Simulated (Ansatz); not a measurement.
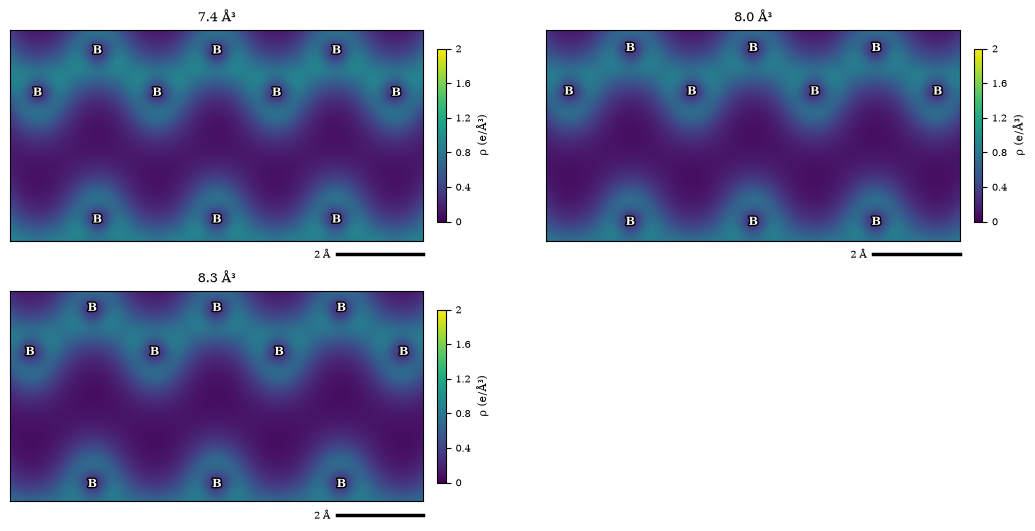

B. The valence electron density of cells scaled evenly to different volumes (given per atom above each panel), on the (011̄) plane of each (indices in the axes of the cell below), at one length scale and on one colour scale.

A generated structure, not necessarily the stable one.

Level of theory: DFT, LDA (PW92), plane waves (420 eV) with PAW, scalar-relativistic (Ansatz).

The density is the valence pseudo-density of a PAW calculation; it isn't the true density close to the nuclei.

The largest cell:

```
B
1.0
     0.00000    2.07851    2.07851
     2.07851    0.00000    2.07851
     2.07851    2.07851    0.00000
B
2
Direct
  0.12500 0.12500 0.12500
  0.87500 0.87500 0.87500
```

| volume (Å³/atom) | B–B contact in the plane (Å) | ρ at its midpoint (e/Å³) | 
| --- | --- | --- |
| 7.38 | 1.686 | 0.855 | 
| 7.70 | 1.710 | ? | 
| 8.02 | 1.733 | 0.794 | 
| 8.34 | 1.756 | 0.767 | 
| 8.98 | 1.800 | 0.717 | 

### Estimate the missing row, and compare with the calculation.

Over the known rows ln ρ falls by 1.54 per Å of B–B distance (a least-squares line), which gives 0.823 e/Å³ at 1.710 Å; the calculation gives 0.823 e/Å³.
